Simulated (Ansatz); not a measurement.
Consider GePt.

```cif
data_structure
_symmetry_space_group_name_H-M 'P 1'
_symmetry_Int_Tables_number 1
_cell_length_a 5.2124
_cell_length_b 5.2124
_cell_length_c 5.2124
_cell_angle_alpha 90.000
_cell_angle_beta 90.000
_cell_angle_gamma 90.000
_cell_volume 141.62
loop_
_atom_site_label
_atom_site_type_symbol
_atom_site_fract_x
_atom_site_fract_y
_atom_site_fract_z
_atom_site_occupancy
Ge1 Ge 0.00000 0.00000 0.00000 1
Ge2 Ge 0.50000 0.50000 0.00000 1
Ge3 Ge 0.50000 0.00000 0.50000 1
Ge4 Ge 0.00000 0.50000 0.50000 1
Pt1 Pt 0.50000 0.00000 0.00000 1
Pt2 Pt 0.00000 0.50000 0.00000 1
Pt3 Pt 0.00000 0.00000 0.50000 1
Pt4 Pt 0.50000 0.50000 0.50000 1
```

Space group Fm-3m; a structure generated by program, which may or may not match a known phase.

Theory: Ansatz 0.2.0, DFT PBE, scalar-relativistic, plane waves, PAW.

Predict the valence pseudo-density and electron localisation function between the atoms.

Answer. Ge–Pt (2.61 Å): ρ at the midpoint is about 0.42 e/Å³; the ELF is about 0.40 at the midpoint.

Does the calculation make it a metal, or give it a gap?

Answer. It is metallic or semimetallic at this level of theory: no gap opens.

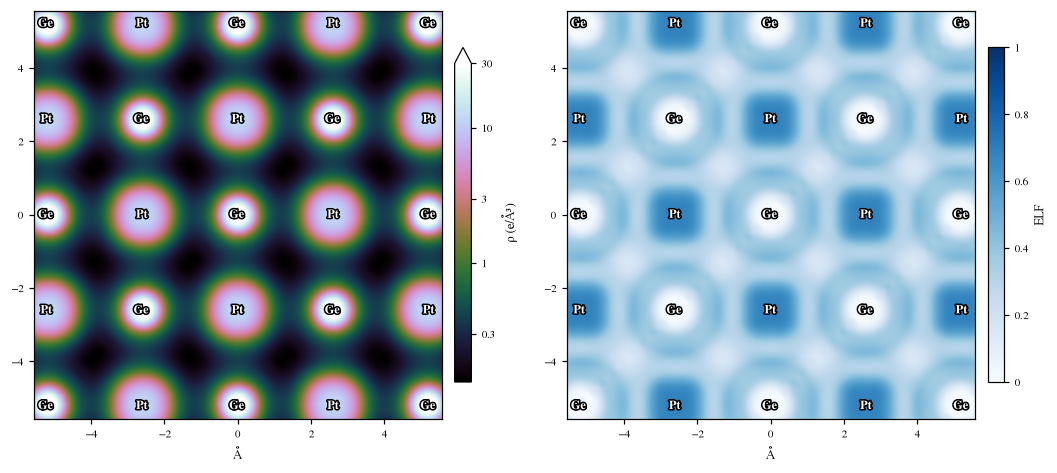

Computed valence pseudo-density and electron localisation function on the (001) plane of the conventional cell, in this order. 

Core electrons are frozen (PAW), and the valence fields are smoothed inside the atomic spheres.
